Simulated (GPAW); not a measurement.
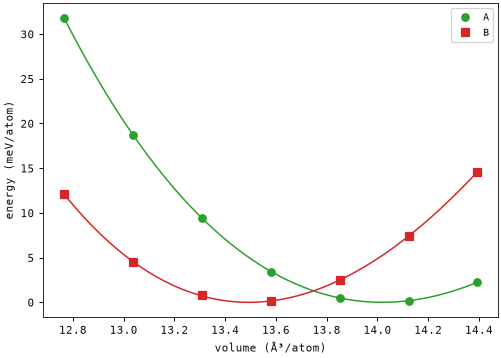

The figure compares two calculations of the energy against volume, each curve from its own zero. The first is for CaF₂, space group Fm-3m (No. 225).

The cell holds 3 atoms.

Method: PAW DFT in plane waves, on a grid or in atomic orbitals, no spin polarisation; energies at scaled volumes of the given cell, shape and fractions fixed, counted from the fit's minimum, third-order Birch-Murnaghan fit (GPAW 26.7.0). Level: r2SCAN.

k mesh 8×8×8; occupations Fermi–Dirac; smearing width 0.05 eV; potentials GPAW PAW data sets (gpaw data 1.2.1); wave cutoff 800 eV; program settings basis pw.

In the second, the level changes from r2SCAN to PBE.

Q: Which of A and B is the second calculation, and what did the change do?

A: A. The equilibrium volume rises from 13.49 to 14.02 Å³/atom (+3.9 %) and the bulk modulus falls from 88.4 to 75.7 GPa (−14 %).

For r2SCAN, limits of the calculation: the fit and the printed pressures don't fully agree, or the minimum lies near the end of the range.

V0 and the bulk modulus come from third-order Birch–Murnaghan fits.
